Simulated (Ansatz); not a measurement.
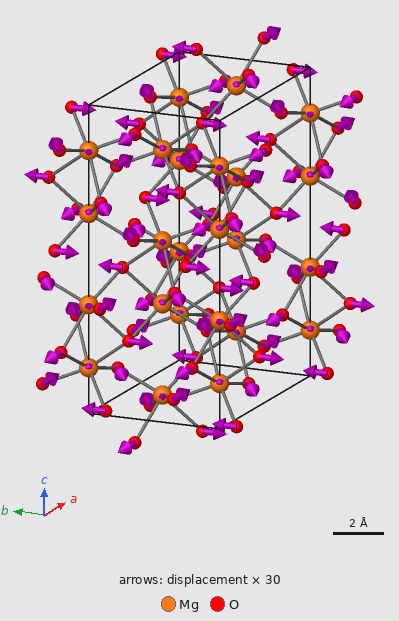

This is a relaxation of crystalline Mg₂O₃ (built on the corundum_167 type) (coarse preliminary run). The starting structure is drawn; purple arrows show the displacements (the part carried along by the change of the cell is left out), magnified 30 times.

A ball-and-stick model of the conventional cell (3 times the calculation's cell), seen from a free direction. Lengths and directions refer to the drawn axes.

Case: corundum type (R-3c, No. 167).

Method: DFT PBE, scalar-relativistic, plane waves, PAW in Ansatz.

The input:
```yaml
crystal:
  lattice:
    - [2.6850685501, 1.5502250502, 4.8872279795]
    - [-2.6850685501, 1.5502250502, 4.8872279795]
    - [0.0, -3.1004501004, 4.8872279795]
  atoms:
    - { symbol: Mg, position: [0.85218, 0.85218, 0.85218] }
    - { symbol: Mg, position: [0.64782, 0.64782, 0.64782] }
    - { symbol: Mg, position: [0.14782, 0.14782, 0.14782] }
    - { symbol: Mg, position: [0.35218, 0.35218, 0.35218] }
    - { symbol: O, position: [0.05625, 0.44375, 0.75], spin: 0.67 }
    - { symbol: O, position: [0.75, 0.05625, 0.44375], spin: 0.67 }
    - { symbol: O, position: [0.44375, 0.75, 0.05625], spin: 0.67 }
    - { symbol: O, position: [0.94375, 0.55625, 0.25], spin: 0.67 }
    - { symbol: O, position: [0.25, 0.94375, 0.55625], spin: 0.67 }
    - { symbol: O, position: [0.55625, 0.25, 0.94375], spin: 0.67 }
basis:
  ecutwfc: 420
kpoints:
  mp_grid: { grid: [6, 6, 6] }
hamiltonian:
  xc: pbe
scf:
  occupations: { method: gaussian, width: 0.1 }
  lower_state_search: "off"
output:
  forces: true
  stress: true
  eigenvalues: true
  populations: true
magnetization:
  spin_polarized: true
relax:
  adjacent_minimum: "off"
  f_tol: 0.04
  max_steps: 70
  cell: { stress_tol: 0.4 }
```

Command:
```bash
ansatz run input.yaml --threads 1 --pin off --max-ram 2560MiB --backend cpu --events-out ev --progress --plain --runs-dir out
```

> Atoms of which element are displaced furthest, and by how much?

Oxygen: up to 0.034 Å, against 0.008 Å for magnesium.

> Describe the change and its energy.

The largest moves relative to the cell, 0.034 Å, are those of O5, O6, O7, O8, O9 and O10. O10 goes along [1 1 0]. Largest moves by element: O 0.034 Å, Mg 0.008 Å. The volume changes by −8.1 %, with a = b 5.370 → 5.287 Å (−1.6 %), c 14.662 → 13.897 Å (−5.2 %). Some distances before and after: Mg1–O10 2.093 → 2.032 Å, Mg1–O5 2.225 → 2.174 Å. Bond angles that change, for instance: Mg3–O10–Mg4 84.7° → 81.0°, O8–Mg3–O9 79.6° → 82.4°. The space group stays R-3c (No. 167). Over 4 accepted moves (6 points after the start) the energy falls by 28.5 meV per atom. Largest force component: 0.2 eV/Å at the start, 0.0091 eV/Å at the end. Pressure: −7.43 GPa at the start and −0.05 GPa at the end. At 2 points the geometry stayed and the basis and grid were re-selected for the new cell (energy shift of 2.2 meV per atom at most each time).
